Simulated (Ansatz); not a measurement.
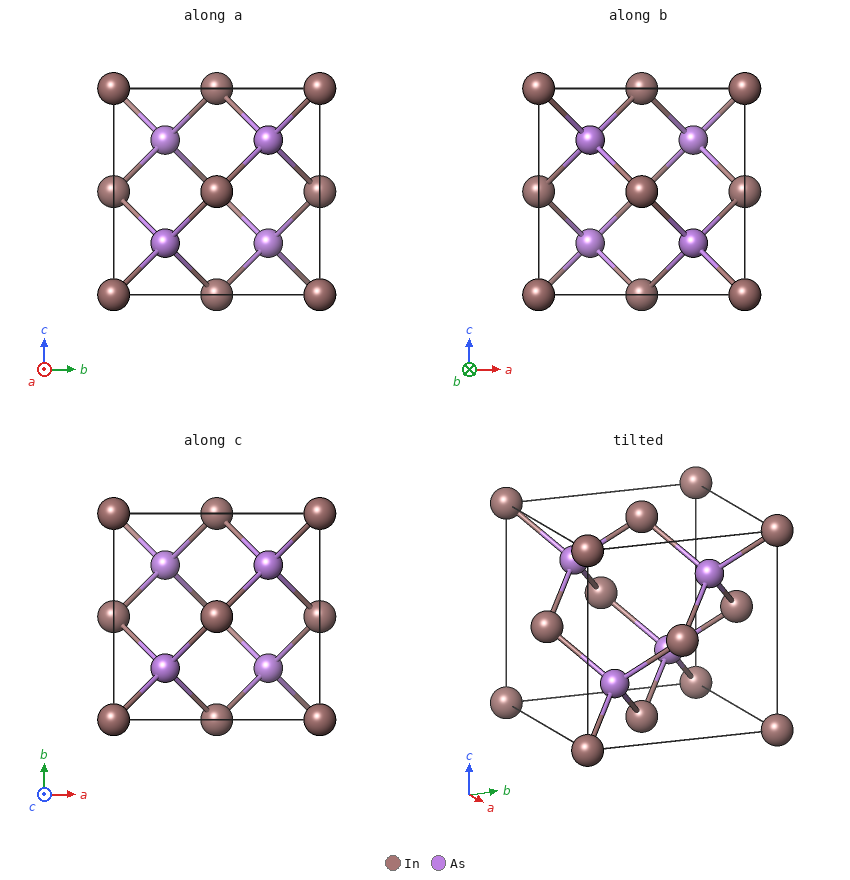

The crystal in a ball-and-stick representation, seen along the a axis, along the b axis, along the c axis and slightly off an axis. Lines trace the edges of the conventional unit cell.

Lattice parameters: a = 6.292 Å, b = 6.292 Å, c = 6.292 Å, α = 90.00°, β = 90.00°, γ = 90.00°.

Question: Give the structure in the form of a table of Wyckoff sites.

Answer: Space group F-43m (No. 216).
| atom | site | x | y | z |
| --- | --- | --- | --- | --- |
| In | 4a | 0.0000 | 0.0000 | 0.0000 |
| As | 4d | 0.2500 | 0.2500 | 0.7500 |

It goes back to a structure type filled with these elements by a generator (whether the compound takes this form wasn't checked). The cell was then strained or its atoms displaced on purpose. It went into a calculation with Ansatz.

At this level of theory the cell isn't at rest (stretched, at -4 GPa), so its distances can differ from those at equilibrium, the more so the softer the solid.
